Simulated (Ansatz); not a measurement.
```xyz
6
Lattice="3.3345 0.0000 0.0000 0.0000 3.3345 0.0000 0.0000 0.0000 31.4781" Properties=species:S:1:pos:R:3 pbc="T T T"
Si    0.0000    0.0000    7.0728
Si    0.0000    0.0000   10.9270
O     0.0000    1.6672    7.0690
O     1.6672    0.0000    7.0690
O     0.0000    1.6672   10.9308
O     1.6672    0.0000   10.9308
```

A structure generated by program, which may or may not match a known phase.

The calculation used DFT PBE+D3(BJ), scalar-relativistic, plane waves, PAW in Ansatz 0.2.0.

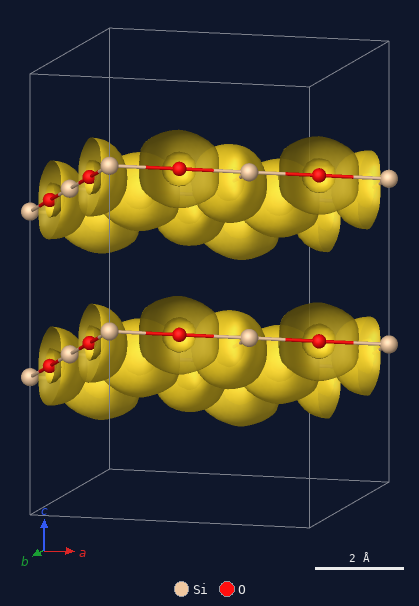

SiO₂. Isosurface of the ELF at 0.7 (yellow), seen at an oblique angle. Core shells and regions of very low density are left out. Sticks mark near contacts.

Core electrons are frozen (PAW), and the valence fields are smoothed inside the atomic spheres.

Q: What do the ELF domains correspond to?

A: The surface consists of four regions on O in which the atom's valence shell and bonds are merged, counted in one cell of 6 atoms. Counts are for one cell; the picture repeats the cell along the surface.

Values along the shortest contacts:
Si–O (1.67 Å): the ELF peaks at about 0.85 between the atoms.
